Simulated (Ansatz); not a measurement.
**Run report: Zr3N2, geometry relaxation (part 2 of 2)**

The same run, continued: Zr3N2 (C2/c, 10 atoms in the cell); DFT r2SCAN, scalar-relativistic, plane waves, PAW, no spin polarisation (Ansatz 0.2.0); cutoff 500 eV, 12×12×12 k-mesh, Gaussian smearing of 0.1 eV. The structure derives from a Materials Project entry. It belongs to a series of runs on one base structure; here: biaxial strain in the a-b plane, c and atoms relaxed: +2.0 %.

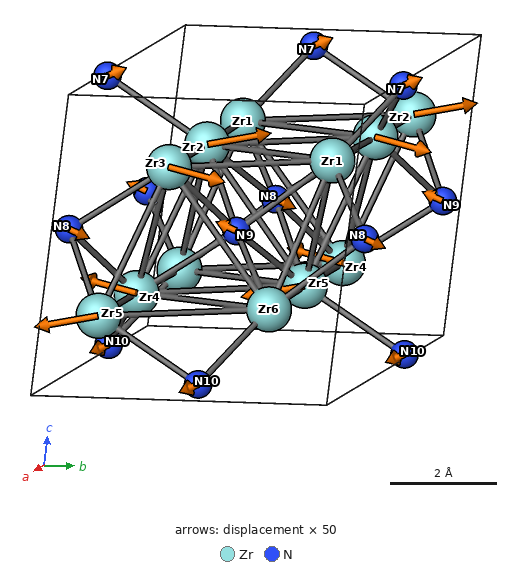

Fig. 1: The starting structure with the displacements as orange arrows, magnified 50 times (ball-and-stick view of the cell 2 times as large as that of the calculation, set on its symmetry axes, seen slightly off an axis). After 4 geometry steps the energy has fallen by 1.1 meV per atom. The largest force component goes from 0.2 to 0.0065 eV/Å. The pressure goes from −5.32 to −4.86 GPa. The line search rejected the trial step at point 1 (counted from 0) and went back. The largest moves relative to the cell, 0.025 Å, are those of Zr2, Zr3, Zr4 and Zr5. Largest moves by element: Zr 0.025 Å, N 0.009 Å. The volume changes by −0.2 %, with a 9.692 → 9.680 Å (−0.1 %), b stays at 5.760 Å, c 6.179 → 6.169 Å (−0.2 %), β 120.5° → 120.4°. Distances before and after: Zr1–Zr2 3.345 → 3.369 Å, Zr2–Zr5 3.258 → 3.236 Å, Zr1–Zr4 3.296 → 3.279 Å, Zr2–N10 2.333 → 2.319 Å. The space group stays C2/c (No. 15). A last SCF at the same geometry on a re-selected plane-wave basis shifts the energy by +0.0 meV per atom. (Atoms are counted from 1 in the order of the input.)

```
basis re-selected at this cell: Δ(F+E_penalty+E_count) = +1.607e-4 eV, ΔP = -0.000 GPa vs the last step (what re-selecting the basis moved, of the pressure what is left beyond the Pulay correction that the steps carried, after the strain that the cell walked since its last selection, with what the two solves' SCF thresholds leave and, on support functions, any second-order correction that the steps lacked; it is no measure of the basis error at this ecutwfc). The dense FFT grid was sized anew with the basis: this SCF ran on 48×48×45 points, the steps before it on 48×48×48, so part of this shift can come from that change (see relax.cell in the input reference). This SCF's stress stands 1.33e-2 GPa from its target on what of the cell is left free (relax.cell.stress_tol is 1.50e-2 GPa) and its largest allowed force component is 6.46e-3 eV/Å (relax.f_tol is 8.00e-3 eV/Å): within both
SCF converged after 5 iterations
Free energy (F): -26725.120571 eV
Harris-Foulkes:  -26725.120571 eV  (|F-HF|=1.46e-11)
Internal energy: -26725.101778 eV  (E = F + TS)
E sigma→0 (E₀):  -26725.111174 eV
Entropy (-TS):   -0.018793 eV (-1.879 meV/atom)
Fermi energy:    15.226030 eV
--- Per-component energies (eV) ---
  E_band       = -450.759327
  E_kinetic    = 2523.082383
  E_local      = -4090.229634  (includes V_loc(G=0)·N_el)
  E_nonlocal   = 647.362199
  E_hartree    = 1272.491475
  E_xc         = -1178.606113
  E_vxc        = -1611.955174  (∫ρ·V_xc dr)
  E_paw        = -18336.821195  (= ΣΔE_a)
  E_vpaw       = -557.789950  (= ΣTr[D̂ρ^β])
  E_aug_tail   = 0.000129  (compensation charges beyond the density's cutoff)
  E_vtau       = 93.787711  (kinetic-family band-sum trace: ∫τ·v_τ [+ j·A + Jᵃ·Aᵃ] dr)
  E_ewald      = -7561.274314
  E_core_change = -1.106708  (= ΣΔE_core)
  E_smearing   = -0.018793  (= −TS)
  E_closure    = -0.000000  (closes the sum)
  Σ components = -26725.120571   (vs F -26725.120571, Δ=0.00e0)
--- Forces (eV/Å), atoms counted from 1 ---
  atom   1  Zr     0.00049050    -0.00000000    -0.00000000
  atom   2  Zr    -0.00099529    -0.00645714    -0.00190643
  atom   3  Zr    -0.00099529     0.00645714     0.00190643
  atom   4  Zr     0.00099529    -0.00645714    -0.00190643
  atom   5  Zr     0.00099529     0.00645714     0.00190643
  atom   6  Zr    -0.00049050     0.00000000     0.00000000
  atom   7  N      0.00006560     0.00068930    -0.00156656
  atom   8  N      0.00006560    -0.00068930     0.00156656
  atom   9  N     -0.00006560     0.00068930    -0.00156656
  atom  10  N     -0.00006560    -0.00068930     0.00156656
  max |Σ_I F_I| component: 0.00e0 eV/Å
--- Stress (GPa, compression-positive) ---
       -7.133284      -0.000000       0.000000
       -0.000000      -0.651104      -2.105136
        0.000000      -2.105136      -6.784152
  P = ⅓ Tr σ = -4.8562 GPa (-48.562 kbar)
--- Band table (eV; the first three rows and the last of 476) ---
  k-point 0: bands = ["-35.2791", "-35.1513", "-35.1260", "-35.1237", "-35.1153", "-35.0987", "-13.2915", "-13.0705", "-12.9322", "-12.9040", "-12.8269", "-12.8268", "-12.7732", "-12.7009", "-12.6364", "-12.3803", "-12.3772", "-12.3671", "-12.3551", "-12.3019", "-12.2512", "-12.2051", "-12.2019", "-12.1724", "-0.9786", "-0.1179", "0.2153", "0.6908", "8.7752", "9.2529", "9.2762", "10.1412", "10.2038", "10.4605", "11.4231", "11.4475", "11.4816", "11.5424", "11.6144", "11.9508", "12.2864", "14.9436", "14.9439", "15.0270", "15.1823", "15.5077", "15.9508", "16.0585", "16.0719", "16.1953", "16.5111", "16.8297", "17.1901", "17.4356", "18.5004", "18.5013"]
  k-point 1: bands = ["-35.2761", "-35.1504", "-35.1279", "-35.1261", "-35.1136", "-35.1002", "-13.2817", "-13.0963", "-12.9222", "-12.8996", "-12.8715", "-12.8333", "-12.7215", "-12.6707", "-12.6107", "-12.3958", "-12.3810", "-12.3735", "-12.3390", "-12.3057", "-12.2711", "-12.2104", "-12.2009", "-12.1921", "-0.9469", "-0.1148", "0.2021", "0.6673", "8.8261", "9.2912", "9.2990", "10.1407", "10.1624", "10.4647", "11.3054", "11.3963", "11.4389", "11.5750", "11.6574", "11.8901", "12.4271", "14.7903", "14.8292", "14.9226", "15.3658", "15.4102", "15.7508", "16.0781", "16.0854", "16.2155", "16.5990", "17.0844", "17.2701", "17.4390", "18.4034", "18.4129"]
  k-point 2: bands = ["-35.2674", "-35.1478", "-35.1337", "-35.1302", "-35.1112", "-35.1042", "-13.2528", "-13.1327", "-12.9612", "-12.9238", "-12.8885", "-12.7816", "-12.6446", "-12.6089", "-12.5603", "-12.4350", "-12.3819", "-12.3679", "-12.3370", "-12.3176", "-12.3169", "-12.2544", "-12.2135", "-12.2048", "-0.8559", "-0.1046", "0.1639", "0.5992", "8.9709", "9.3646", "9.3954", "10.0246", "10.2238", "10.4364", "11.0937", "11.2477", "11.3893", "11.5940", "11.6792", "11.7839", "12.7054", "14.5319", "14.5782", "14.8051", "15.1664", "15.2983", "15.7227", "16.0475", "16.1858", "16.3240", "16.7702", "17.3825", "17.5074", "17.5695", "18.2750", "18.3841"]
  k-point 475: bands = ["-35.2150", "-35.2150", "-35.1251", "-35.1251", "-35.1076", "-35.1076", "-13.0366", "-13.0366", "-12.7984", "-12.7984", "-12.7735", "-12.7735", "-12.7647", "-12.7647", "-12.5615", "-12.5615", "-12.4699", "-12.4699", "-12.4504", "-12.4504", "-12.2535", "-12.2535", "-12.2114", "-12.2114", "-0.2268", "-0.2268", "0.1075", "0.1075", "9.8640", "9.8640", "10.0465", "10.0465", "10.0712", "10.0712", "10.9883", "10.9883", "11.0300", "11.0300", "11.0590", "11.0590", "13.9912", "13.9912", "14.6051", "14.6051", "14.7879", "14.7879", "16.1789", "16.1789", "17.1665", "17.1665", "17.4848", "17.4848", "18.7454", "18.7454", "18.8676", "18.8676"]
--- Relaxed structure (5 steps of the walk, 4 accepted, 1 SCFs on fresh bases) ---
  F+E_penalty+E_count = -26725.12057061 eV   max|allowed force component| = 6.457e-3 eV/Å   (the final SCF, on the basis selected at the relaxed cell)
  cell:  # Å, volume = 148.3880 Å³
    - [2.880090799300042, 1.666123119684336, 5.339707329484336]
    - [-2.880090799300042, 1.666123119684336, 5.339707329484336]
    - [-1.5265031115864977e-19, -3.173672645454072, 5.290432715298929]
  atoms:
    - { symbol: Zr, position: [0.4250248710701312, 0.0749751289298688, 0.75] }
    - { symbol: Zr, position: [0.07155215649611418, 0.7545829020883625, 0.4230708556778348] }
    - { symbol: Zr, position: [0.7454170979116377, 0.4284478435038859, 0.07692914432216508] }
    - { symbol: Zr, position: [0.2545829020883623, 0.5715521564961141, 0.9230708556778346] }
    - { symbol: Zr, position: [0.9284478435038861, 0.24541709791163763, 0.5769291443221652] }
    - { symbol: Zr, position: [0.5749751289298689, 0.9250248710701312, 0.24999999999999994] }
    - { symbol: N, position: [0.3367449689127494, 0.3395470861228885, 0.3385298907714822] }
    - { symbol: N, position: [0.16045291387711155, 0.16325503108725062, 0.16147010922851768] }
    - { symbol: N, position: [0.8395470861228886, 0.8367449689127495, 0.8385298907714824] }
    - { symbol: N, position: [0.6632550310872507, 0.6604529138771117, 0.6614701092285177] }
```

Trajectory as extended XYZ (Å, eV, eV/Å), 6 frames, from step=1 to step=6
```
10
Lattice="2.8801 1.6628 5.3407 -2.8801 1.6628 5.3407 0.0000 -3.1830 5.2963" Properties=species:S:1:pos:R:3:forces:R:3 step=1 energy=-26725.10974 pressure_GPa=-5.32
Zr    1.0068   -1.5558    6.6426    0.0969   0.0000   0.0000
Zr   -1.9434    0.0201    6.6571   -0.1990   0.0108  -0.0016
Zr    0.9366    1.7141    6.6726   -0.1990  -0.0108   0.0016
Zr   -0.9366   -1.5714    9.3052    0.1990   0.0108  -0.0016
Zr    1.9434    0.1226    9.3207    0.1990  -0.0108   0.0016
Zr   -1.0068    1.6985    9.3352   -0.0969   0.0000   0.0000
N     0.0000    0.0483    5.4085   -0.0297  -0.0172  -0.0579
N     0.0000    0.0230    2.5804   -0.0297   0.0172   0.0579
N     0.0000    0.1196   13.3974    0.0297  -0.0172  -0.0579
N     0.0000    0.0944   10.5693    0.0297   0.0172   0.0579
10
Lattice="2.8801 1.7015 5.3285 -2.8801 1.7015 5.3285 0.0000 -3.1705 5.2573" Properties=species:S:1:pos:R:3:forces:R:3 step=2 energy=-26725.08717 pressure_GPa=-5.29 accepted=F
Zr    1.0274   -1.5271    6.6072   -0.2377   0.0000   0.0000
Zr   -1.9919    0.0748    6.6148    0.2434  -0.0379   0.0778
Zr    0.8882    1.7430    6.6709    0.2434   0.0379  -0.0778
Zr   -0.8882   -1.5104    9.2435   -0.2434  -0.0379   0.0778
Zr    1.9919    0.1577    9.2995   -0.2434   0.0379  -0.0778
Zr   -1.0274    1.7597    9.3071    0.2377   0.0000   0.0000
N    -0.0163    0.0727    5.3937   -0.0127   0.0604  -0.0899
N    -0.0163    0.0435    2.5635   -0.0127  -0.0604   0.0899
N     0.0163    0.1890   13.3508    0.0127   0.0604  -0.0899
N     0.0163    0.1598   10.5207    0.0127  -0.0604   0.0899
10
Lattice="2.8801 1.6660 5.3398 -2.8801 1.6660 5.3398 0.0000 -3.1723 5.2901" Properties=species:S:1:pos:R:3:forces:R:3 step=3 energy=-26725.11952 pressure_GPa=-4.78
Zr    1.0047   -1.5462    6.6375    0.0335   0.0000   0.0000
Zr   -1.9693    0.0337    6.6497    0.0008   0.0215  -0.0016
Zr    0.9108    1.7121    6.6749    0.0008  -0.0215   0.0016
Zr   -0.9108   -1.5524    9.2947   -0.0008   0.0215  -0.0016
Zr    1.9693    0.1260    9.3200   -0.0008  -0.0215   0.0016
Zr   -1.0047    1.7059    9.3322   -0.0335   0.0000   0.0000
N    -0.0146    0.0543    5.4005    0.0749  -0.0189   0.0241
N    -0.0146    0.0256    2.5843    0.0749   0.0189  -0.0241
N     0.0146    0.1341   13.3853   -0.0749  -0.0189   0.0241
N     0.0146    0.1054   10.5691   -0.0749   0.0189  -0.0241
10
Lattice="2.8801 1.6684 5.3390 -2.8801 1.6684 5.3390 0.0000 -3.1732 5.2882" Properties=species:S:1:pos:R:3:forces:R:3 step=4 energy=-26725.12066 pressure_GPa=-4.87
Zr    1.0090   -1.5457    6.6357   -0.0100   0.0000   0.0000
Zr   -1.9667    0.0350    6.6478    0.0002   0.0065   0.0021
Zr    0.9134    1.7152    6.6743    0.0002  -0.0065  -0.0021
Zr   -0.9134   -1.5517    9.2919   -0.0002   0.0065   0.0021
Zr    1.9667    0.1286    9.3184   -0.0002  -0.0065  -0.0021
Zr   -1.0090    1.7093    9.3305    0.0100   0.0000   0.0000
N    -0.0074    0.0538    5.4015   -0.0053   0.0055  -0.0067
N    -0.0074    0.0280    2.5816   -0.0053  -0.0055   0.0067
N     0.0074    0.1356   13.3846    0.0053   0.0055  -0.0067
N     0.0074    0.1098   10.5647    0.0053  -0.0055   0.0067
10
Lattice="2.8801 1.6661 5.3397 -2.8801 1.6661 5.3397 0.0000 -3.1737 5.2904" Properties=species:S:1:pos:R:3:forces:R:3 step=5 energy=-26725.12073 pressure_GPa=-4.86
Zr    1.0082   -1.5472    6.6377    0.0005   0.0000   0.0000
Zr   -1.9672    0.0338    6.6495   -0.0010  -0.0064  -0.0019
Zr    0.9129    1.7117    6.6751   -0.0010   0.0064   0.0019
Zr   -0.9129   -1.5531    9.2948    0.0010  -0.0064  -0.0019
Zr    1.9672    0.1248    9.3203    0.0010   0.0064   0.0019
Zr   -1.0082    1.7058    9.3322   -0.0005   0.0000   0.0000
N    -0.0081    0.0524    5.4022    0.0001   0.0007  -0.0016
N    -0.0081    0.0269    2.5828    0.0001  -0.0007   0.0016
N     0.0081    0.1317   13.3871   -0.0001   0.0007  -0.0016
N     0.0081    0.1062   10.5677   -0.0001  -0.0007   0.0016
10
Lattice="2.8801 1.6661 5.3397 -2.8801 1.6661 5.3397 0.0000 -3.1737 5.2904" Properties=species:S:1:pos:R:3:forces:R:3 step=6 energy=-26725.12057 pressure_GPa=-4.86
Zr    1.0082   -1.5472    6.6377    0.0005   0.0000   0.0000
Zr   -1.9672    0.0338    6.6495   -0.0010  -0.0065  -0.0019
Zr    0.9129    1.7117    6.6751   -0.0010   0.0065   0.0019
Zr   -0.9129   -1.5531    9.2948    0.0010  -0.0065  -0.0019
Zr    1.9672    0.1248    9.3203    0.0010   0.0065   0.0019
Zr   -1.0082    1.7058    9.3322   -0.0005   0.0000   0.0000
N    -0.0081    0.0524    5.4022    0.0001   0.0007  -0.0016
N    -0.0081    0.0269    2.5828    0.0001  -0.0007   0.0016
N     0.0081    0.1317   13.3871   -0.0001   0.0007  -0.0016
N     0.0081    0.1062   10.5677   -0.0001  -0.0007   0.0016
```

The run was set up as follows.

Input
```yaml
crystal:
  lattice:
    - [2.8800907993, 1.6628211983, 5.340736492]
    - [-2.8800907993, 1.6628211983, 5.340736492]
    - [0.0, -3.1829716294, 5.2963164057]
  atoms:
    - { symbol: Zr, position: [0.4247874526, 0.0752125474, 0.75] }
    - { symbol: Zr, position: [0.0752125474, 0.75, 0.4247874526] }
    - { symbol: Zr, position: [0.75, 0.4247874526, 0.0752125474] }
    - { symbol: Zr, position: [0.25, 0.5752125474, 0.9247874526] }
    - { symbol: Zr, position: [0.9247874526, 0.25, 0.5752125474] }
    - { symbol: Zr, position: [0.5752125474, 0.9247874526, 0.25] }
    - { symbol: "N", position: [0.3385032834, 0.3385032834, 0.3385032834] }
    - { symbol: "N", position: [0.1614967166, 0.1614967166, 0.1614967166] }
    - { symbol: "N", position: [0.8385032834, 0.8385032834, 0.8385032834] }
    - { symbol: "N", position: [0.6614967166, 0.6614967166, 0.6614967166] }
basis:
  ecutwfc: 500
kpoints:
  mp_grid: { grid: [12, 12, 12] }
hamiltonian:
  xc: r2scan
scf:
  occupations: { method: gaussian, width: 0.1 }
output:
  forces: true
  stress: true
  eigenvalues: true
relax:
  adjacent_minimum: "off"
  f_tol: 0.008
  max_steps: 40
  cell: { stress_tol: 0.015, fix: [a, b, gamma] }
```

Launch command:
```bash
ansatz run input.yaml --threads 2 --pin off --max-ram 5120MiB --backend cpu --events-out ev --progress --plain --runs-dir out
```

Summary

| quantity | value |
| --- | --- |
| outcome | converged |
| space group (tolerance 0.01 Å) | C2/c (15) |
| electrons treated | 92 |
| free energy | −26725.1206 eV |
| Fermi energy | 15.226 eV |
| gap on the k-point mesh | none (metallic) |
| pressure | −4.86 GPa |
| final volume | 148.39 Å³ |
| largest force (length of the vector) at the end | 0.007 eV/Å |
| final cell | a = 6.292 Å, b = 6.292 Å, c = 6.169 Å, α = 53.73°, β = 53.73°, γ = 54.49° |
| hardware | 2 threads of AMD EPYC (Zen 5), 16 GiB of memory available, shared host |
| wall time | 7.7 min (CPU time 15 min) |
| peak memory | 3.5 GiB |
